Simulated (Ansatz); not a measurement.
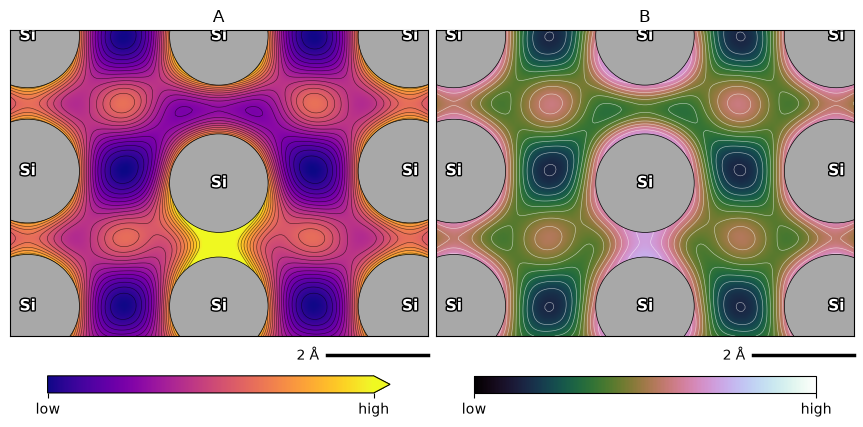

Si: 2 fields on the (100) plane of the conventional cell, with unlabelled colour scales. Grey discs cover the atomic cores.

Space group Imm2; a structure from a database of computed crystals, not necessarily the ambient phase; changed on purpose from its base cell (atom 1 (Si) moved +0.240 A along Cartesian [1 -1 0]); not relaxed (largest force 0.8 eV/Å).

Computed with DFT PBE+D3(BJ), scalar-relativistic, plane waves, PAW in Ansatz.

Input file:

```
crystal:
  lattice:
    - [0.0, 3.801040887, 3.801040887]
    - [3.801040887, 0.0, 3.801040887]
    - [3.801040887, 3.801040887, 0.0]
  atoms:
    - { symbol: Si, position: [-0.044647146, 0.044647146, 0.0] }
    - { symbol: Si, position: [0.0, 0.0, 0.5] }
    - { symbol: Si, position: [0.0, 0.5, 0.0] }
    - { symbol: Si, position: [0.0, 0.5, 0.5] }
    - { symbol: Si, position: [0.5, 0.0, 0.0] }
    - { symbol: Si, position: [0.5, 0.0, 0.5] }
    - { symbol: Si, position: [0.5, 0.5, 0.0] }
    - { symbol: Si, position: [0.5, 0.5, 0.5] }
basis:
  ecutwfc: 420
kpoints:
  mp_grid: { grid: [14, 14, 14] }
hamiltonian:
  xc: pbe
  dispersion: d3bj
scf:
  occupations: { method: gaussian, width: 0.15 }
output:
  forces: true
  stress: true
  eigenvalues: true
  write_density: true
  write_potential: true
  elf: true
  volumetric_format: npy
```

Launched as:

```sh
ansatz run input.yaml --threads 1 --pin off --max-ram 2560MiB --backend cpu --events-out ev --progress --plain --runs-dir out
```

Below, planes, directions and counts refer to the conventional cell (a = 5.38 Å, b = 7.60 Å, c = 5.38 Å, α = 90.00°, β = 90.00°, γ = 90.00°).

Match the panels to the quantities (electron localisation function and valence pseudo-density).

Answer. Panel A: valence pseudo-density. Panel B: electron localisation function. From the grid: Si–Si (2.45 Å): the density is about 0.42 e/Å³ at the midpoint; the ELF peaks at about 0.75 between the atoms.
